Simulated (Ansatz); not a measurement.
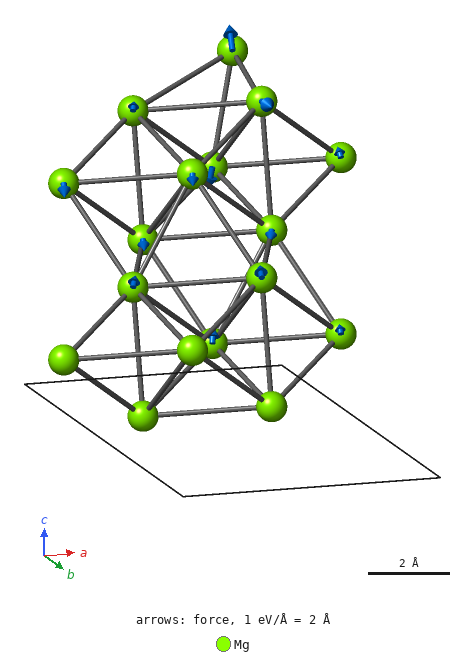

Starting geometry of a slab of composition Mg with the computed forces as blue arrows. The picture is a ball-and-stick view of the cell of the calculation, outlined in the plane, without the vacuum (origin shifted), seen from a free direction.

It is Mg on Mg(0001), set down by a guess. The run prepares an end point of a later path (adatom hop) calculation, from a guessed geometry. 4 atoms are held fixed.

Level of theory: DFT PBE, scalar-relativistic, plane waves, PAW in Ansatz. Set-up: plane-wave cutoff 420 eV; k-point mesh 3 × 3 × 1; occupations gaussian; smearing width 0.15 eV; no spin polarisation; atoms relaxed in a fixed cell; force threshold 0.03 eV/Å; at most 60 steps.

Question: Is this structure relaxed? If not, where do the atoms go?

Answer: It isn't relaxed: the largest force vector, on a Mg atom, is 0.39 eV/Å. The final displacements follow the starting forces only in part (cosine between the two patterns 0.31). After 6 geometry steps the energy has fallen by 0.112 eV per cell of the calculation. Largest force component: 0.39 eV/Å at the start, 0.021 eV/Å at the end. A Mg atom moves most: 0.80 Å at 64° to the normal (+c side). The lattice vectors keep their values. Near-neighbour distances that change, for instance: Mg–Mg 2.891 → 3.269 Å, Mg–Mg 2.923 → 3.266 Å, Mg–Mg 3.586 → 3.313 Å, Mg–Mg 3.198 → 3.281 Å. Bond angles that change, for instance: Mg–Mg–Mg 67.0° → 59.3°.

Limits of the set-up: the periodic images lie only 6.4 Å apart, so the values are limited by the cell's size.
